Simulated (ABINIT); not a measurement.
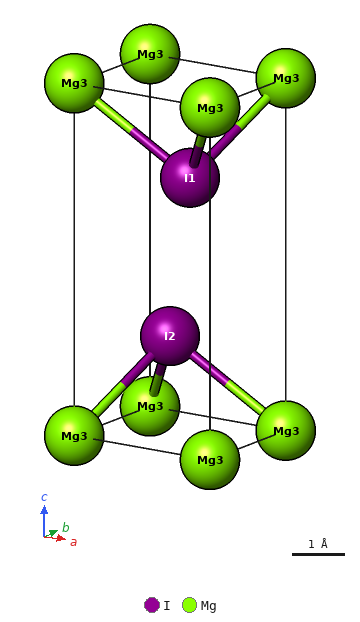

**Figure 1.** The structure as given in the input (ball-and-stick view of the cell of the calculation, seen slightly off an axis; atoms are numbered from 1 in the order of the input). An atom can appear more than once, as a periodic image.

## Oneshot calculation of MgI2 (part 1 of 3)

- system: MgI2 (P-3m1, 3 atoms in the cell)
- method: Kohn-Sham DFT of a periodic cell, PBE, PseudoDojo NC SR PBE v0.4.1 standard, no spin polarisation (ABINIT 10.8.3)

The structure derives from an entry of the Crystallography Open Database.

The input:
```
# Datasets
ndtset 3

# Pseudopotentials
pp_dirpath "./"
pseudos "I.upf, Mg.upf"

# Structure
acell 3*1.0
rprim
     7.8234661560     0.0000000000     0.0000000000
    -3.9117330780     6.7753204368     0.0000000000
     0.0000000000     0.0000000000    13.0013157374
ntypat 2
znucl 53 12
natom 3
typat 1 1 2
xred
            2/3            1/3            3/4
            1/3            2/3            1/4
            0.0            0.0            0.0

# Plane-wave basis
ecut 1142.878222 eV

# k points
kptopt 1
ngkpt 5 5 2
nshiftk 1
shiftk 0.0 0.0 0.0
istwfk *1

# Exchange and correlation
ixc 11

# Bands and occupations
occopt 1

# SCF cycle
nstep 80
diemac 6.0

# Output
iomode 3
prteig 0
prtebands 0

# Dataset 1: ground state
nband1 12
tolvrs1 1.0e-12
prtden1 1
prtwf1 0

# Dataset 2: empty bands at fixed density
iscf2 -2
getden2 1
nband2 24
nbdbuf2 4
tolwfr2 1.0e-12
nstep2 120
prtden2 0

# Dataset 3: self-energy
optdriver3 4
getwfk3 2
nband3 20
ecutsigx3 42.0
ecutwfn3 42.0
symsigma3 1
gwcalctyp3 5
ixc_sigma3 40
getden3 1
fftgw3 01
gw_qprange3 4
```

Run on 1 thread of Arm Neoverse V2, 112 GiB of memory available, shared host.

Launch command:
```bash
abinit run.abi > log 2>&1
```

Output:
```
.Version 10.8.3 of ABINIT
 DATASET    1 : space group P-3 m 1 (#164); Bravais hP (primitive hexag.)
================================================================================
 Values of the parameters that define the memory need for DATASET  1.
     intxc =       0    ionmov =       0      iscf =       7    lmnmax =       6
     lnmax =       6     mgfft =      80  mpssoang =       3    mqgrid =    3793
     natom =       3  nloc_mem =       1    nspden =       1   nspinor =       1
    nsppol =       1      nsym =      12    n1xccc =    2501    ntypat =       2
    occopt =       1   xclevel =       2
       mpw =        9014          nfft =      184320          nkpt =          10
================================================================================
================================================================================

 DATASET    2 : space group P-3 m 1 (#164); Bravais hP (primitive hexag.)
================================================================================
 Values of the parameters that define the memory need for DATASET  2.
     intxc =       0    ionmov =       0      iscf =      -2    lmnmax =       6
     lnmax =       6     mgfft =      80  mpssoang =       3    mqgrid =    3793
     natom =       3  nloc_mem =       1    nspden =       1   nspinor =       1
    nsppol =       1      nsym =      12    n1xccc =    2501    ntypat =       2
    occopt =       1   xclevel =       2
       mpw =        9014          nfft =      184320          nkpt =          10
================================================================================
================================================================================

 DATASET    3 : space group P-3 m 1 (#164); Bravais hP (primitive hexag.)
================================================================================
 Values of the parameters that define the memory need for DATASET  3.
     intxc =       0    ionmov =       0      iscf =       7    lmnmax =       6
     lnmax =       6     mgfft =      80  mpssoang =       3    mqgrid =    3793
     natom =       3  nloc_mem =       1    nspden =       1   nspinor =       1
    nsppol =       1      nsym =      12    n1xccc =    2501    ntypat =       2
    occopt =       1   xclevel =       0
       mpw =        9014          nfft =      184320          nkpt =          10
================================================================================
================================================================================

--------------------------------------------------------------------------------
------------- Echo of variables that govern the present computation ------------
--------------------------------------------------------------------------------
 -outvars: echo values of preprocessed input variables --------
            acell      1.0000000000E+00  1.0000000000E+00  1.0000000000E+00 Bohr
              amu      1.26904470E+02  2.43050000E+01
           diemac      6.00000000E+00
             ecut1     4.20000000E+01 Hartree
             ecut2     4.20000000E+01 Hartree
             ecut3     4.20000000E+01 Hartree
         ecutsigx1     0.00000000E+00 Hartree
         ecutsigx2     0.00000000E+00 Hartree
         ecutsigx3     4.20000000E+01 Hartree
          ecutwfn1     0.00000000E+00 Hartree
          ecutwfn2     0.00000000E+00 Hartree
          ecutwfn3     4.20000000E+01 Hartree
            fftgw1         21
            fftgw2         21
            fftgw3          1
           getden1          0
           getden2          1
           getden3          1
           getwfk1          0
           getwfk2          0
           getwfk3          2
        gwcalctyp1          0
        gwcalctyp2          0
        gwcalctyp3          5
       gw_qprange1          0
       gw_qprange2          0
       gw_qprange3          4
             iscf1          7
             iscf2         -2
             iscf3          7
              ixc          11
        ixc_sigma1          1
        ixc_sigma2          1
        ixc_sigma3         40
           jdtset        1    2    3
         kptrlatt        5    0    0      0    5    0      0    0    2
          kptrlen      2.60026315E+01
            natom           3
            nband1         12
            nband2         24
            nband3         20
          nbandhf          12
           nbdbuf1          0
           nbdbuf2          4
           nbdbuf3          0
           ndtset           3
            ngfft          48      48      80
             nkpt          10
           nkpthf          50
          npwsigx1          0
          npwsigx2          0
          npwsigx3       8989
            nstep1         80
            nstep2        120
            nstep3         80
             nsym          12
           ntypat           2
        optdriver1          0
        optdriver2          0
        optdriver3          4
           prtden1          1
           prtden2          0
           prtden3          1
        prtebands           0
           prteig           0
            prtwf1          0
            prtwf2          1
            prtwf3          1
            rprim      7.8234661560E+00  0.0000000000E+00  0.0000000000E+00
                      -3.9117330780E+00  6.7753204368E+00  0.0000000000E+00
                       0.0000000000E+00  0.0000000000E+00  1.3001315737E+01
          spgroup         164
           tolvrs1     1.00000000E-12
           tolvrs2     0.00000000E+00
           tolvrs3     0.00000000E+00
           tolwfr1     0.00000000E+00
           tolwfr2     1.00000000E-12
           tolwfr3     0.00000000E+00
            typat      1  1  2
          usefock1          0
          usefock2          0
          usefock3          1
           xangst      2.0699999986E+00  1.1951150564E+00  5.1599999965E+00
                       6.9142978109E-18  2.3902301129E+00  1.7199999988E+00
                       0.0000000000E+00  0.0000000000E+00  0.0000000000E+00
            xcart      3.9117330780E+00  2.2584401456E+00  9.7509868031E+00
                       1.3066129216E-17  4.5168802912E+00  3.2503289343E+00
                       0.0000000000E+00  0.0000000000E+00  0.0000000000E+00
             xred      6.6666666667E-01  3.3333333333E-01  7.5000000000E-01
                       3.3333333333E-01  6.6666666667E-01  2.5000000000E-01
                       0.0000000000E+00  0.0000000000E+00  0.0000000000E+00
            znucl       53.00000   12.00000

================================================================================

 chkinp: Checking input parameters for consistency, jdtset=   1.

 chkinp: Checking input parameters for consistency, jdtset=   2.

 chkinp: Checking input parameters for consistency, jdtset=   3.

================================================================================
== DATASET  1 ==================================================================

--- !DatasetInfo
iteration_state: {dtset: 1, }
dimensions: {natom: 3, nkpt: 10, mband: 12, nsppol: 1, nspinor: 1, nspden: 1, mpw: 9014, }
cutoff_energies: {ecut:  42.0, pawecutdg:  -1.0, }
electrons: {nelect:   2.40000000E+01, charge:   0.00000000E+00, occopt:   1.00000000E+00, tsmear:   1.00000000E-02, }
meta: {optdriver: 0, ionmov: 0, optcell: 0, iscf: 7, paral_kgb: 0, }
...

 Exchange-correlation functional for the present dataset will be:
  GGA: Perdew-Burke-Ernzerhof functional - ixc=11
  J.P.Perdew, K.Burke, M.Ernzerhof, PRL 77, 3865 (1996)

 Real(R)+Recip(G) space primitive vectors, cartesian coordinates (Bohr,Bohr^-1):
 R(1)=  7.8234662  0.0000000  0.0000000  G(1)=  0.1278206  0.0737972  0.0000000
 R(2)= -3.9117331  6.7753204  0.0000000  G(2)=  0.0000000  0.1475945  0.0000000
 R(3)=  0.0000000  0.0000000 13.0013157  G(3)=  0.0000000  0.0000000  0.0769153
 Unit cell volume ucvol=  6.8915411E+02 bohr^3
 Angles (23,13,12)=  9.00000000E+01  9.00000000E+01  1.20000000E+02 degrees

 getcut: wavevector=  0.0000  0.0000  0.0000  ngfft=  48  48  80
         ecut(hartree)=     42.000   => boxcut(ratio)=   2.10306

--- Pseudopotential description ------------------------------------------------
- pspini: atom type   1  psp file is ./I.upf
  53.00000   7.00000  171031                  znucl, zion, pspdat
12 -101130 2 -1 1196                          pspcod,pspxc,lmax,lloc,mmax
     nproj     2     2     2

- pspini: atom type   2  psp file is ./Mg.upf
  12.00000  10.00000  171031                  znucl, zion, pspdat
12 -101130 1 -1 1510                          pspcod,pspxc,lmax,lloc,mmax
     nproj     2     2     0

   1.14168164E+03                                ecore*ucvol(ha*bohr**3)
--------------------------------------------------------------------------------

================================================================================

--- !BeginCycle
iteration_state: {dtset: 1, }
solver: {iscf: 7, nstep: 80, nline: 4, wfoptalg: 0, }
tolerances: {tolvrs: 1.00E-12, }
...

     iter   Etot(hartree)      deltaE(h)  residm     vres2
 ETOT  1  -85.263312530513    -8.526E+01 7.166E-01 1.135E+02
 ETOT  2  -85.385799076011    -1.225E-01 1.310E-06 6.950E+00
 ETOT  3  -85.386230668989    -4.316E-04 7.599E-06 5.105E-01
 ETOT  4  -85.386248498626    -1.783E-05 3.516E-07 3.161E-02
 ETOT  5  -85.386249871898    -1.373E-06 2.831E-08 1.473E-03
 ETOT  6  -85.386249911748    -3.985E-08 5.129E-10 3.030E-05
 ETOT  7  -85.386249912885    -1.137E-09 3.145E-11 6.984E-06
 ETOT  8  -85.386249913169    -2.844E-10 4.936E-12 2.589E-07
 ETOT  9  -85.386249913193    -2.419E-11 3.308E-13 1.311E-08
 ETOT 10  -85.386249913194    -4.405E-13 3.189E-15 1.358E-10
 ETOT 11  -85.386249913198    -4.349E-12 3.085E-17 4.443E-12
 ETOT 12  -85.386249913196     1.933E-12 7.652E-19 6.161E-14

 At SCF step   12       vres2   =  6.16E-14 < tolvrs=  1.00E-12 =>converged.

 Cartesian components of stress tensor (hartree/bohr^3)
  sigma(1 1)= -3.17835083E-05  sigma(3 2)=  0.00000000E+00
  sigma(2 2)= -3.17835083E-05  sigma(3 1)=  0.00000000E+00
  sigma(3 3)= -1.02567488E-05  sigma(2 1)=  0.00000000E+00

--- !ResultsGS
iteration_state: {dtset: 1, }
comment   : Summary of ground state results
lattice_vectors:
- [  7.8234662,   0.0000000,   0.0000000, ]
- [ -3.9117331,   6.7753204,   0.0000000, ]
- [  0.0000000,   0.0000000,  13.0013157, ]
lattice_lengths: [   7.82347,    7.82347,   13.00132, ]
lattice_angles: [ 90.000,  90.000, 120.000, ] # degrees, (23, 13, 12)
lattice_volume:   6.8915411E+02
convergence: {deltae:  1.933E-12, res2:  6.161E-14, residm:  7.652E-19, diffor: null, }
etotal    :  -8.53862499E+01
entropy   :   0.00000000E+00
fermie    :   5.46577152E-02
cartesian_stress_tensor: # hartree/bohr^3
- [ -3.17835083E-05,   0.00000000E+00,   0.00000000E+00, ]
- [  0.00000000E+00,  -3.17835083E-05,   0.00000000E+00, ]
- [  0.00000000E+00,   0.00000000E+00,  -1.02567488E-05, ]
pressure_GPa:   7.2399E-01
xred      :
- [  6.6667E-01,   3.3333E-01,   7.5000E-01,  I]
- [  3.3333E-01,   6.6667E-01,   2.5000E-01,  I]
- [  0.0000E+00,   0.0000E+00,   0.0000E+00, Mg]
cartesian_forces: # hartree/bohr
- [  5.73625801E-30,  -6.95484322E-29,   4.56959600E-03, ]
- [  5.73625801E-30,   8.94194128E-29,  -4.56959600E-03, ]
- [ -1.14725160E-29,  -1.98709806E-29,  -2.89120579E-19, ]
force_length_stats: {min:   2.89120579E-19, max:   4.56959600E-03, mean:   3.04639734E-03, }
...

 Integrated electronic density in atomic spheres:
 ------------------------------------------------
 Atom  Sphere_radius  Integrated_density
    1        2.00000          2.87976192
    2        2.00000          2.87976192
    3        2.00000          8.22826585
================================================================================

 ----iterations are completed or convergence reached----

 Mean square residual over all n,k,spin=   19.926E-20; max=  76.522E-20
 reduced coordinates (array xred) for    3 atoms
       0.666666666667      0.333333333333      0.750000000000
       0.333333333333      0.666666666667      0.250000000000
       0.000000000000      0.000000000000      0.000000000000
 rms dE/dt=  2.8007E-02; max dE/dt=  5.9411E-02; dE/dt below (all hartree)
    1      -0.000000000000      0.000000000000     -0.059410760453
    2      -0.000000000000     -0.000000000000      0.059410760453
    3       0.000000000000      0.000000000000      0.000000000000

 cartesian coordinates (angstrom) at end:
    1      2.06999999860874     1.19511505642919     5.15999999648936
    2      0.00000000000000     2.39023011285839     1.71999999882978
    3      0.00000000000000     0.00000000000000     0.00000000000000

 cartesian forces (hartree/bohr) at end:
    1      0.00000000000000    -0.00000000000000     0.00456959600495
    2      0.00000000000000     0.00000000000000    -0.00456959600495
    3     -0.00000000000000    -0.00000000000000    -0.00000000000000
 frms,max,avg= 2.1541282E-03 4.5695960E-03   0.000E+00  0.000E+00  0.000E+00 h/b

 cartesian forces (eV/Angstrom) at end:
    1      0.00000000000000    -0.00000000000000     0.23497807426521
    2      0.00000000000000     0.00000000000000    -0.23497807426521
    3     -0.00000000000000    -0.00000000000000    -0.00000000000000
 frms,max,avg= 1.1076973E-01 2.3497807E-01   0.000E+00  0.000E+00  0.000E+00 e/A
 length scales=  1.000000000000  1.000000000000  1.000000000000 bohr
              =  0.529177210544  0.529177210544  0.529177210544 angstroms
 Fermi (or HOMO) energy (hartree) =   0.05466   Average Vxc (hartree)=  -0.30687
 Eigenvalues (hartree) for nkpt=  10  k points:
 kpt#   1, nband= 12, wtk=  0.02000, kpt=  0.0000  0.0000  0.0000 (reduced coord)
  -2.71416   -1.49215   -1.49215   -1.49200   -0.38755   -0.36264   -0.07729    0.04133
   0.04133    0.05381    0.05466    0.05466
 prteigrs : prtvol=0 or 1, do not print more k-points.

--- !EnergyTerms
iteration_state     : {dtset: 1, }
comment             : Components of total free energy in Hartree
kinetic             :  4.02331173580290E+01
hartree             :  3.08330381416784E+01
xc                  : -1.59117632363785E+01
Ewald energy        : -4.11460405788876E+01
psp_core            :  1.65664198100832E+00
local_psp           : -8.68660886547930E+01
non_local_psp       : -1.41851549238526E+01
total_energy        : -8.53862499131960E+01
total_energy_eV     : -2.32347822648384E+03
band_energy         : -1.58817861026843E+01
...

 Cartesian components of stress tensor (hartree/bohr^3)
  sigma(1 1)= -3.17835083E-05  sigma(3 2)=  0.00000000E+00
  sigma(2 2)= -3.17835083E-05  sigma(3 1)=  0.00000000E+00
  sigma(3 3)= -1.02567488E-05  sigma(2 1)=  0.00000000E+00

-Cartesian components of stress tensor (GPa)         [Pressure=  7.2399E-01 GPa]
- sigma(1 1)= -9.35103099E-01  sigma(3 2)=  0.00000000E+00
- sigma(2 2)= -9.35103100E-01  sigma(3 1)=  0.00000000E+00
- sigma(3 3)= -3.01763968E-01  sigma(2 1)=  0.00000000E+00

================================================================================
== DATASET  2 ==================================================================

--- !DatasetInfo
iteration_state: {dtset: 2, }
dimensions: {natom: 3, nkpt: 10, mband: 24, nsppol: 1, nspinor: 1, nspden: 1, mpw: 9014, }
cutoff_energies: {ecut:  42.0, pawecutdg:  -1.0, }
electrons: {nelect:   2.40000000E+01, charge:   0.00000000E+00, occopt:   1.00000000E+00, tsmear:   1.00000000E-02, }
meta: {optdriver: 0, ionmov: 0, optcell: 0, iscf: -2, paral_kgb: 0, }
...

 mkfilename : getden/=0, take file _DEN from output of DATASET   1.

 Exchange-correlation functional for the present dataset will be:
  GGA: Perdew-Burke-Ernzerhof functional - ixc=11
  J.P.Perdew, K.Burke, M.Ernzerhof, PRL 77, 3865 (1996)

 Real(R)+Recip(G) space primitive vectors, cartesian coordinates (Bohr,Bohr^-1):
 R(1)=  7.8234662  0.0000000  0.0000000  G(1)=  0.1278206  0.0737972  0.0000000
 R(2)= -3.9117331  6.7753204  0.0000000  G(2)=  0.0000000  0.1475945  0.0000000
 R(3)=  0.0000000  0.0000000 13.0013157  G(3)=  0.0000000  0.0000000  0.0769153
 Unit cell volume ucvol=  6.8915411E+02 bohr^3
 Angles (23,13,12)=  9.00000000E+01  9.00000000E+01  1.20000000E+02 degrees

 getcut: wavevector=  0.0000  0.0000  0.0000  ngfft=  48  48  80
         ecut(hartree)=     42.000   => boxcut(ratio)=   2.10306
--------------------------------------------------------------------------------
```
